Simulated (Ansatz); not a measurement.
# Cd: what the electrons do

Space group R-3m; the calculation finds a residual pressure of about −5 GPa at this fixed cell. This isn't the usual form at ambient conditions. The cell comes from a database of computed structures, not from a measurement.

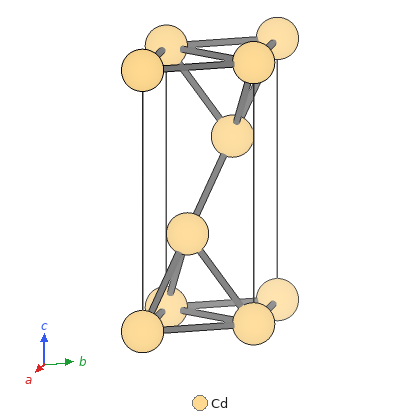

The conventional cell.

The calculation's input:

```
crystal:
  lattice:
    - [1.6080291515, 0.9283960635, 2.44928741]
    - [-1.6080291515, 0.9283960635, 2.44928741]
    - [0.0, -1.856792127, 2.44928741]
  atoms:
    - { symbol: Cd, position: [0.0, 0.0, 0.0] }
basis:
  ecutwfc: 420
  fft_grid_basis: typed
kpoints:
  mp_grid: { grid: [15, 15, 15] }
hamiltonian:
  xc: lda
  pseudopotentials: { kind: paw }
scf:
  occupations: { method: gaussian, width: 0.05 }
output:
  forces: true
  stress: true
  eigenvalues: true
  bader: true
  write_density: true
  volumetric_format: npy
  elf: true
```

Run with:

```sh
ansatz run input.yaml --threads 1 --pin off --max-ram 2560MiB --backend cpu --events-out ev --progress --plain --runs-dir out
```

The picture shows the conventional cell (a = 3.22 Å, b = 3.22 Å, c = 7.35 Å, α = 90.00°, β = 90.00°, γ = 120.00°).

These are results of DFT LDA, scalar-relativistic, plane waves, PAW in Ansatz, not measurements.

Core electrons are frozen (PAW), so the maps are meaningful between the atoms, not at the nuclei.

### 1. Bonding charge

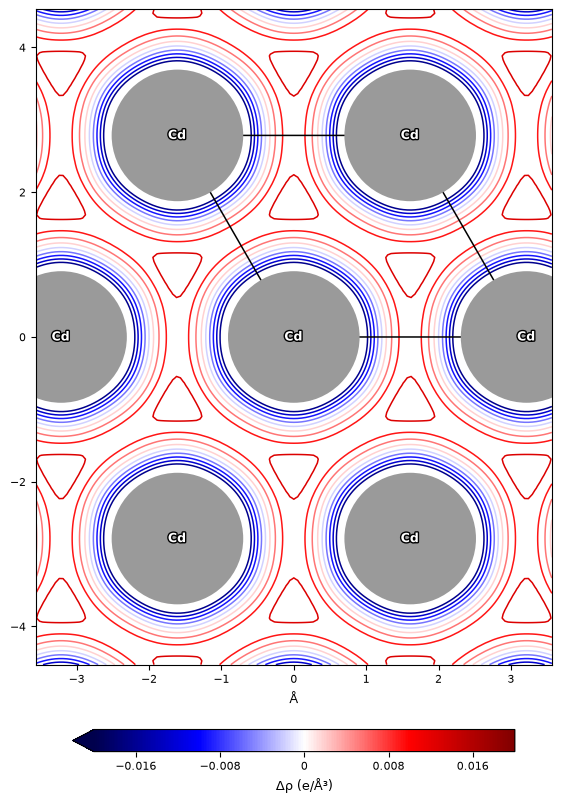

Density of the crystal less the sum of free-atom densities: a map on the (001) plane of the conventional cell, with grey discs over the atomic cores. Cores are masked to 0.9 Å (Cd).

> Describe the bonding charge.

Cd–Cd (3.07 Å): Δρ is +0.019 e/Å³ at the midpoint (this contact isn't in the plane drawn).
Over the whole cell, outside the masked cores, the largest gain, 0.02 e/Å³, lies 1.6 Å from a cadmium nucleus, and the largest loss lies at the edge of the masked core of Cd.
In all about 0.16 e an atom is rearranged against the free atoms.

### 2. One group of states

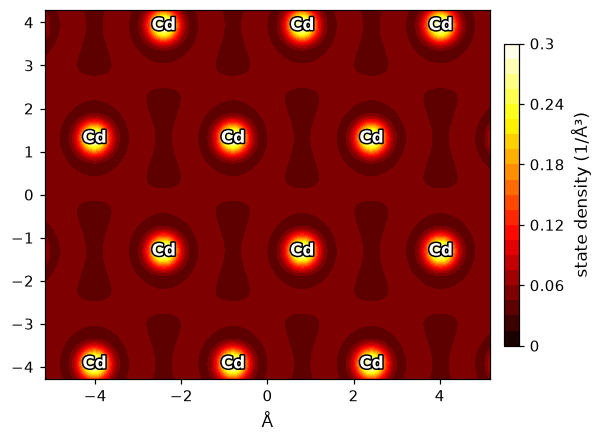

Density of the Kohn–Sham states from −6.4 to −3.2 eV about the Fermi level (the middle third of the occupied valence band), scaled to one electron a cell: a map on the (011̄) plane of the conventional cell.

> Which atoms and orbitals make up these states?

Löwdin projections on the PAW files' atomic orbitals give Cd 5s (90 %).

### 3. Change of volume

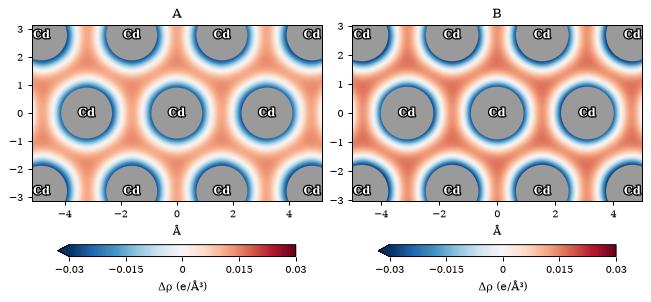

Cd: deformation density on the (001) plane of the conventional cell at two volumes, with the same fractional coordinates and one colour scale. Grey discs cover the cores. Panel B has 90 % of the volume of panel A.

> How do bonds, bonding charge and pressure respond to this change of volume?

The pressure is −5.0 GPa in A and 0.9 GPa in B.
The rearranged charge is 0.16 e an atom in A and 0.17 e in B.

### 4. Putting it together

The two pressures give a mean stiffness −ΔP/Δln V of about 56 GPa over this range, with the atoms held at their fractional positions.

Run times: 16 s (base cell), 11 s (state densities) and 15 s (scaled cell), on 1 thread of Arm Neoverse N1 (shared host).
